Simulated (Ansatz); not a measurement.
The coordinates of a crystal:

```
Ir
1.0
     2.70663    0.00000    0.00000
    -1.35332    2.34401    0.00000
     0.00000    0.00000    4.38972
Ir
2
Direct
  0.66667 0.33333 0.75000
  0.33333 0.66667 0.25000
```

Work out the structure from the coordinates.

Answer. The element is iridium. Space group: P6_3/mmc (No. 194). Lattice: primitive hexagonal. This arrangement goes by the name hexagonal close-packed (Mg type). The cell holds two atoms. Each Ir atom is coordinated by twelve Ir in an anticuboctahedral arrangement at 2.69 to 2.71 Å. The bonds build a three-dimensional framework.

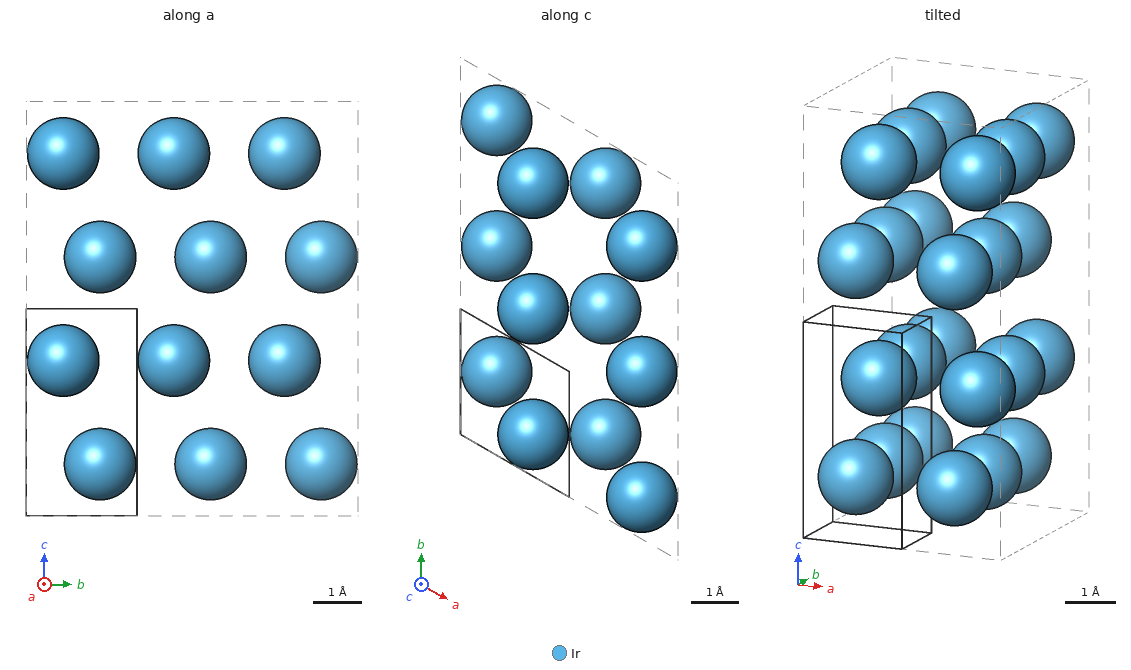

Spheres-only drawing of the structure, looking along the a axis, along the c axis and slightly off an axis. The drawing covers 2×3×2 cells, and the solid lines enclose one conventional unit cell.

The model was built from a structure listed in the Materials Project. Earlier steps of the study may have refined or changed the cell and positions. A calculation with Ansatz used it as input.

At this level of theory the cell isn't at rest (compressed, at 17 GPa), so its distances can differ from those at equilibrium, the more so the softer the solid.
